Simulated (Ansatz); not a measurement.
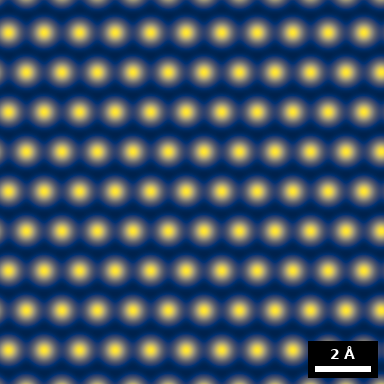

iDPC-like image of a crystal. Simulated as the projected potential of neutral atoms (B = 0.5 Å²) blurred by a 0.54 Å probe, the thin-sample limit of integrated differential phase contrast.

Give the net of the columns and its spacings.

Answer. The pattern repeats on a centred rectangular net of 1.3 × 2.9 Å.

Which plane group does this projection have?

Answer. c2mm: perpendicular mirror lines on a centred net, with further twofold points between them.

How many columns does the smallest repeating cell hold, and how many levels of brightness?

Answer. 1 column in the primitive cell of 1.9 Å², all of one brightness.

The crystal is W (Fd-3m, No. 227) seen along [210]. Structure: the geometry relaxed with Ansatz, DFT, r2SCAN, plane waves (500 eV) with PAW, scalar-relativistic; the starting structure was generated, so it need not be a known form of this composition.
